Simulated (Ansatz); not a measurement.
## Energy of Bi along an even scaling of the cell

System: Bi (P2₁/m, 4 atoms in the cell).
Method: Kohn-Sham DFT of a periodic cell, PBEsol, Ansatz PAW, no spin polarisation (Ansatz 0.2.0).

The 6 runs differ only in the geometry, by an even scaling of the cell at fixed fractional positions. The structure derives from a Materials Project entry.

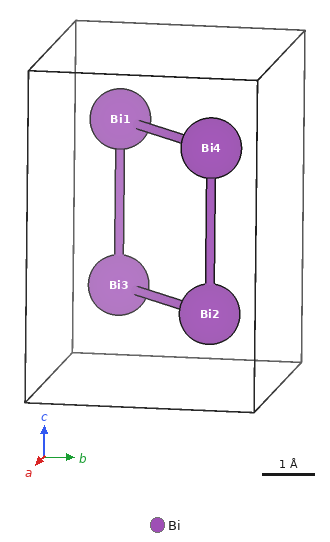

Figure 1. The structure of run 4 (ball-and-stick view of the cell of the calculation, seen slightly off an axis; atoms are numbered from 1 in the order of the input). An atom can appear more than once, as a periodic image.

## Input of run 4
```yaml
crystal:
  lattice:
    - [4.6892634948, 0.0, 0.0]
    - [0.0, 4.5563655369, 0.0]
    - [-0.348264738, 0.0, 6.5550748079]
  atoms:
    - { symbol: Bi, position: [0.25137492, 0.25, 0.74873338] }
    - { symbol: Bi, position: [0.74862508, 0.75, 0.25126662] }
    - { symbol: Bi, position: [0.24988769, 0.25, 0.24888033] }
    - { symbol: Bi, position: [0.75011231, 0.75, 0.75111967] }
hamiltonian:
  xc: pbesol
  pseudopotentials: { kind: paw }
kpoints:
  mp_grid: { grid: [6, 6, 4] }
scf:
  occupations: { method: fermi_dirac, width: 0.05 }
output:
  forces: true
  stress: true
  eigenvalues: true
```

Command:
```bash
ansatz run input.yaml --threads 2 --pin off --max-ram 5632MiB --backend cpu --events-out ev --progress --plain --runs-dir out
```

Run 3 differs from it as follows:
```diff
-    - [4.6892634948, 0.0, 0.0]
-    - [0.0, 4.5563655369, 0.0]
-    - [-0.348264738, 0.0, 6.5550748079]
+    - [4.6584121839, 0.0, 0.0]
+    - [0.0, 4.52638858, 0.0]
+    - [-0.3459734563, 0.0, 6.5119480672]
```

## Results, with one run withheld

```tsv
run	volume per atom (Å³)	free energy per atom, from the lowest run given (meV)	pressure (GPa)
1	32.268	6.61	2.00
2	33.641	0.00	−0.37
3	34.327	?	?
4	35.014	11.56	−2.25
5	35.700	22.94	−3.04
6	36.387	37.50	−3.74
```

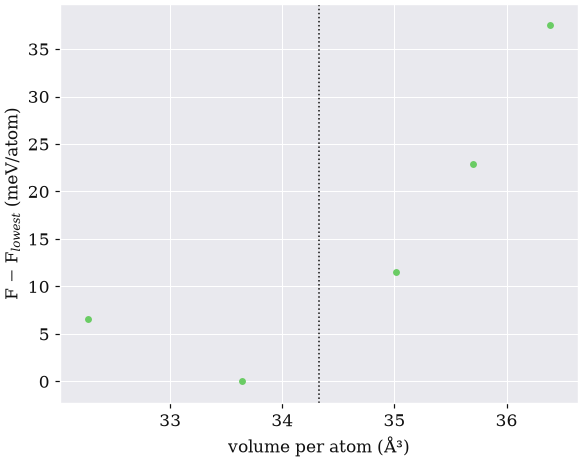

Figure 2. Free energy per atom of the runs given; the dotted line marks run 3.

Fit the runs given and predict run 3.

A cubic polynomial in V^(−2/3) (the Birch–Murnaghan form), fitted to the 5 runs given, misses them by at most 0.01 meV per atom. With x = V^(−2/3) − 0.09427 Å⁻², it reads F = 5.8706 − 5716 x + 1.3173e+06 x² + 5.0913e+06 x³ (meV per atom). At run 3 it gives 3.76 meV per atom, and the run itself gives 3.77. The slope of the fit gives a pressure −dF/dV of −1.37 GPa there, and the run prints −1.37 GPa. The fit has its minimum at 33.404 Å³ per atom, where V d²F/dV² gives 53.5 GPa. Cell shape and fractional positions are held, so this is the stiffness under even scaling; the relaxed bulk modulus wasn't computed.

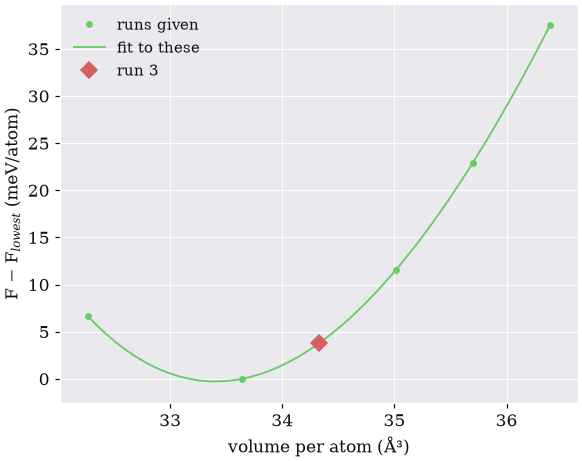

Figure 3. The fit and the withheld run.

## Output, shortened to warnings, some set-up lines, iterations and results (run 3)
```
Basis set: ecut = 420 eV, 2669 PW (Γ), exchange–correlation on 64×64×90 points (8 copies of the dense FFT grid, shifted against one another)
Symmetry: 4 space group operations
k-points: 56 of 144
Initial density: superposition of atomic densities (neutral atoms: chi_scale 0, normalization atom), corrected by the library's trained network
[...]
SCF iter   1: F=—  HF=-48967.848247 eV  |F-HF|=—  |Δ(HF+E_count)|=         —  Δρ=1.78e-3  dr2=4.50e-3  ethr=1.77e-3  ⟨swp⟩=7.8  Hψ=20301  notcnv=0  defer=81
SCF iter   2: F=—  HF=-48967.847031 eV  |F-HF|=—  |Δ(HF+E_count)|=   1.22e-3  Δρ=9.82e-4  dr2=1.77e-3  ethr=7.50e-6  ⟨swp⟩=2.6  Hψ=4566  notcnv=0  defer=141
SCF iter   3: F=—  HF=-48967.846647 eV  |F-HF|=—  |Δ(HF+E_count)|=   3.83e-4  Δρ=2.59e-4  dr2=1.67e-4  ethr=2.94e-6  ⟨swp⟩=2.2  Hψ=3813  notcnv=0  defer=141
SCF iter   4: F=—  HF=-48967.846637 eV  |F-HF|=—  |Δ(HF+E_count)|=   1.03e-5  Δρ=7.17e-5  dr2=1.26e-5  ethr=2.78e-7  ⟨swp⟩=1.4  Hψ=2265  notcnv=0  defer=141
SCF iter   5: F=—  HF=-48967.846579 eV  |F-HF|=—  |Δ(HF+E_count)|=   5.78e-5  Δρ=3.42e-5  dr2=1.52e-6  ethr=2.09e-8  ⟨swp⟩=2.0  Hψ=3841  notcnv=0  defer=141
SCF iter   6: F=-48967.846579 eV  HF=-48967.846579 eV  |F-HF|=3.24e-8  |Δ(HF+E_count)|=   2.42e-7  Δρ=5.70e-6  dr2=4.59e-8  ethr=1.67e-10  ⟨swp⟩=11.3  Hψ=13826  notcnv=0
SCF 1 converged in 6 iterations: F = -48967.846579 eV  dr2 = 4.59e-8
SCF converged after 6 iterations
Free energy (F): -48967.846579 eV
Harris-Foulkes:  -48967.846579 eV  (|F-HF|=3.24e-8)
Internal energy: -48967.822577 eV  (E = F + TS)
E sigma→0 (E₀):  -48967.834578 eV
Entropy (-TS):   -0.024002 eV (-6.000 meV/atom)
Fermi energy:    9.897979 eV
--- Per-component energies (eV) ---
  E_band       = -423.926611
  E_kinetic    = 1209.568747
  E_local      = -6100.012857  (includes V_loc(G=0)·N_el)
  E_nonlocal   = 2246.519308
  E_hartree    = 1972.420165
  E_xc         = -600.011831
  E_vxc        = -575.275709  (∫ρ·V_xc dr)
  E_paw        = -42038.472951  (= ΣΔE_a)
  E_vpaw       = -1149.556837  (= ΣTr[D̂ρ^β])
  E_aug_tail   = -0.001835  (compensation charges beyond the density's cutoff)
  E_ewald      = -5658.190332
  E_core_change = 0.359009  (= ΣΔE_core)
  E_smearing   = -0.024002  (= −TS)
  E_closure    = -0.000000  (closes the sum)
  Σ components = -48967.846579   (vs F -48967.846579, Δ=0.00e0)
--- Forces (eV/Å), atoms counted from 1 ---
  atom   1  Bi    -0.00069538    -0.00000000     0.00013042
  atom   2  Bi     0.00069538     0.00000000    -0.00013042
  atom   3  Bi    -0.00077372    -0.00000000     0.00258748
  atom   4  Bi     0.00077372     0.00000000    -0.00258748
  max |Σ_I F_I| component: 0.00e0 eV/Å
--- Stress (GPa, compression-positive) ---
       -2.117245      -0.000000       0.267917
       -0.000000      -1.488383       0.000000
        0.267917       0.000000      -0.495347
  P = ⅓ Tr σ = -1.3670 GPa (-13.670 kbar)
```

Notes: Spin–orbit coupling is left out, which matters for Bi.
